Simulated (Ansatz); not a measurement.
CsH

```xyz
6
Lattice="3.6907 -3.6907 0.0000 0.0000 3.6907 -3.6907 3.9549 3.9549 3.9549" Properties=species:S:1:pos:R:3 pbc="T T T"
Cs    0.0000    0.0000    0.0000
Cs    3.7788    0.0880    0.0881
Cs    3.8668    3.8669    0.1762
H     1.8894    1.8894   -1.8013
H     1.9775    1.9775    1.9775
H     5.7562    2.0655    2.0655
```

Space group R-3m; started from the CsCl prototype, which need not be the ambient phase; changed on purpose from its base cell (epitaxial 111 strain -3.2%).

Method: DFT, r2SCAN, plane waves, PAW (Ansatz 0.2.0).

Predict the valence pseudo-density and electron localisation function between the atoms.

Cs–H (3.43 Å): ρ is about 0.06 e/Å³ halfway; the ELF climbs to about 1 towards the hydrogen.

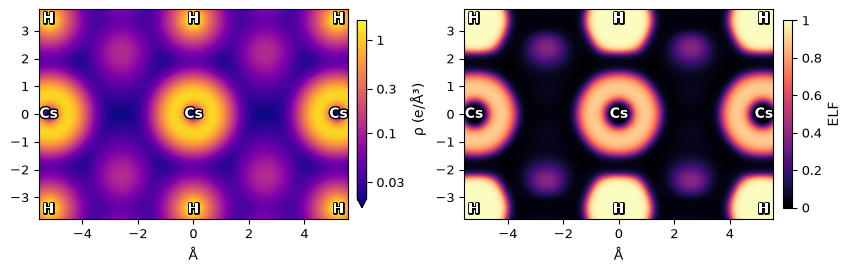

Computed valence pseudo-density and electron localisation function on the (010) plane of the conventional cell, in this order. 

In a PAW calculation such maps are meaningful between the atoms, not at the nuclei.
